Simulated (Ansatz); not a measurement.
The structure in question:

```xyz
2
Lattice="2.7514 0.0000 0.0000 -1.3757 2.3828 0.0000 0.0000 0.0000 4.4623" Properties=species:S:1:pos:R:3 pbc="T T T"
Ir    1.3757    0.7943    3.3467
Ir    0.0000    1.5885    1.1156
```

> Give a crystallographic description of this input.

The element is iridium. The structure has P6_3/mmc (No. 194) symmetry and a primitive hexagonal lattice. It belongs to the family called hexagonal close-packed (Mg type). The cell holds two atoms. Ir is surrounded by twelve Ir in an anticuboctahedral arrangement at 2.74 to 2.75 Å. The bonds build a three-dimensional framework.

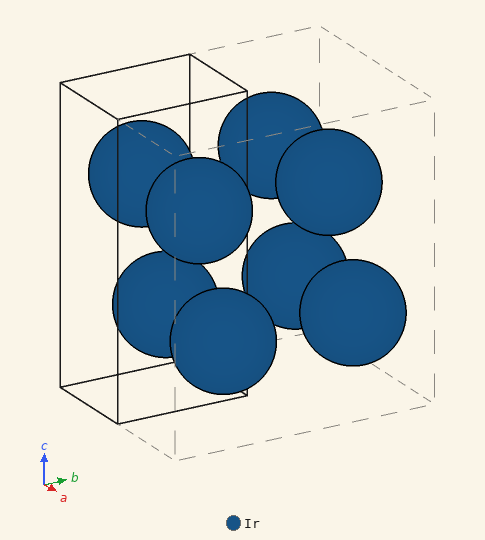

Structure drawing (spheres-only), viewed slightly off an axis. A 2×2×1 array of cells is drawn; the conventional unit cell has the solid edges.

Source of the structure: a structure listed in the Materials Project. Earlier steps of the study may have refined or changed the cell and positions. Ansatz was used for an electronic-structure calculation on it.
